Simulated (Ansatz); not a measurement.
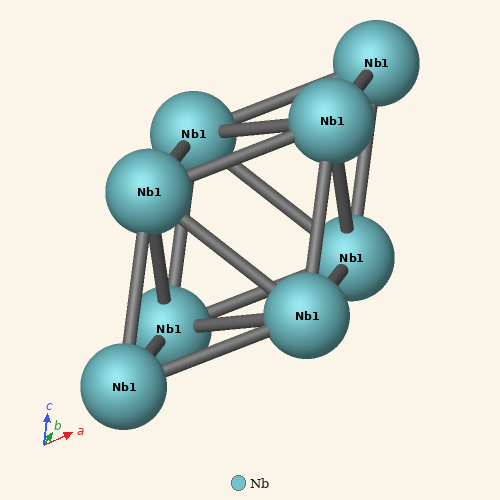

The system is Nb (Fm-3m, No. 225; 1 atom in the cell); the picture shows the reference structure. The cell is strained homogeneously, by one strain along x and y and another along z, with fractional coordinates fixed (x, y and z along the cube axes). Coordinates scanned: (1) strain along x and y; (2) strain along z. The grid has 5 × 5 points. All energies are given in meV/atom relative to the lowest grid point. The reference cell is the one listed in the database, not relaxed at this level. Computed with DFT r2SCAN, scalar-relativistic, plane waves, PAW in Ansatz 0.2.0. Settings: cutoff 500 eV, k-mesh 20×20×20, gaussian smearing 0.15 eV, no spin polarisation.

Its coordinates:

```xyz
1
Lattice="0.0000 2.1150 2.1150 2.1150 0.0000 2.1150 2.1150 2.1150 0.0000" Properties=species:S:1:pos:R:3 pbc="T T T"
Nb    0.0000    0.0000    0.0000
```

Range: strain along x and y from −5.0 to 5.0 %; strain along z from −5.0 to 5.0 %.

> What will the energy surface look like?

The lowest grid point is at strain along x and y = −5.0 %, strain along z = 5.0 %. It lies at the edge of the scanned range, so the true minimum may lie outside. The energy also falls towards the edge at strain along x and y = 2.5 %, strain along z = −5.0 % (16 meV/atom above the lowest), where a further well may lie outside the range. The highest grid point, strain along x and y = 5.0 %, strain along z = 5.0 %, lies 297 meV/atom above the lowest.

```csv
"strain along z ↓, strain along x and y →",−5.0,−2.5,0.0,2.5,5.0
5.0,0,24,86,179,297
2.5,54,47,78,141,232
0.0,122,78,72,101,164
−2.5,200,112,65,59,94
−5.0,281,143,55,16,25
```

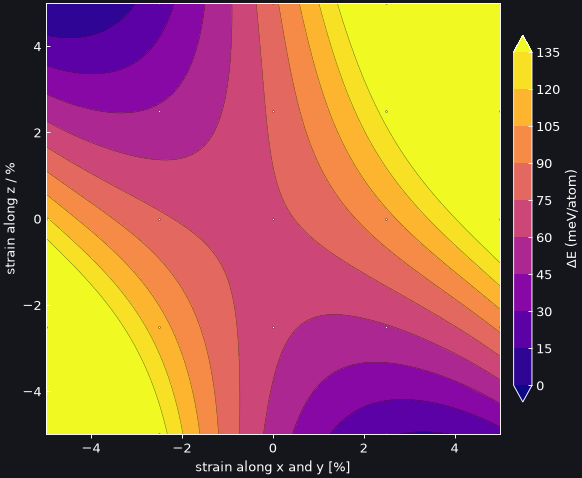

Drawn: filled contours, dots at the grid points, one colour for all values above the top of the scale. Between grid points the surface is interpolated.
